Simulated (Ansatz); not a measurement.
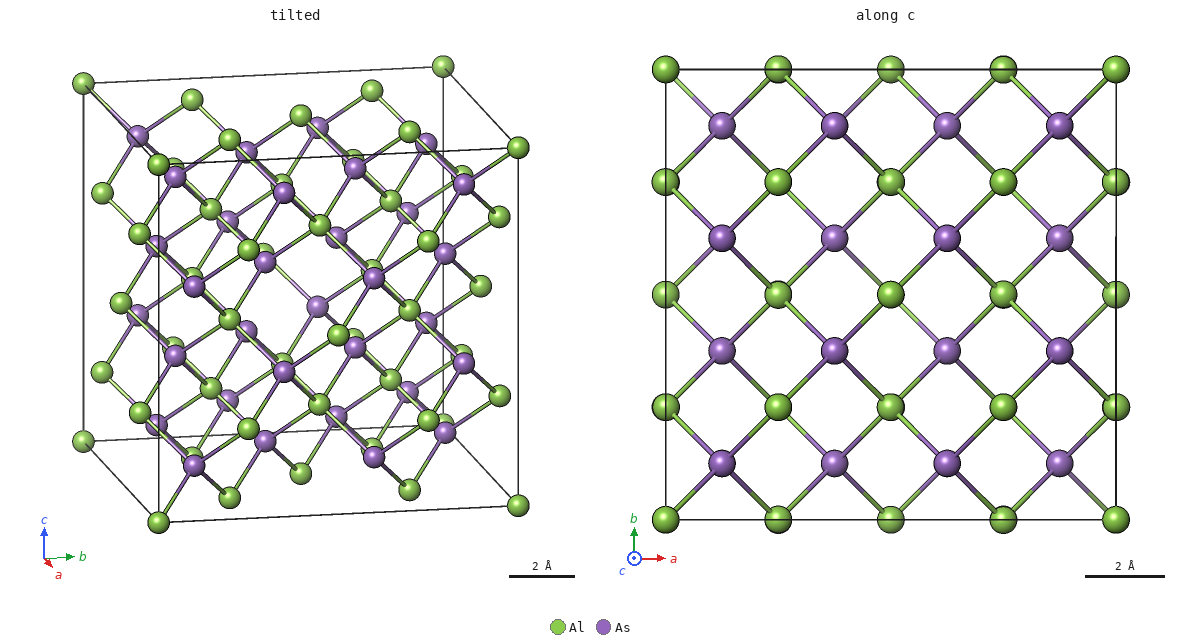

The crystal in a ball-and-stick representation, seen slightly off an axis and along the c axis. Lines trace the edges of the conventional unit cell. Cell: a = 11.456 Å, b = 11.456 Å, c = 11.456 Å, α = 90.00°, β = 90.00°, γ = 90.00°.

Summary of the structure:

The structure is one of Al7As8. It belongs to space group F-43m (No. 216) and has a face-centred cubic lattice. Content of the cell: 28 Al, 32 As (Z = 4). Each Al is bonded to four As in a tetrahedral arrangement at about 2.5 Å. As takes two kinds of site: 16e with three Al in a trigonal pyramidal arrangement at about 2.5 Å; 16e with four Al in a tetrahedral arrangement at about 2.5 Å. The bonds build a three-dimensional framework.

The structure comes from a structure listed in the Materials Project, repeated into a supercell with a point defect put in. The atoms were relaxed in a fixed cell with DFT PBE, scalar-relativistic, plane waves, PAW (Ansatz).
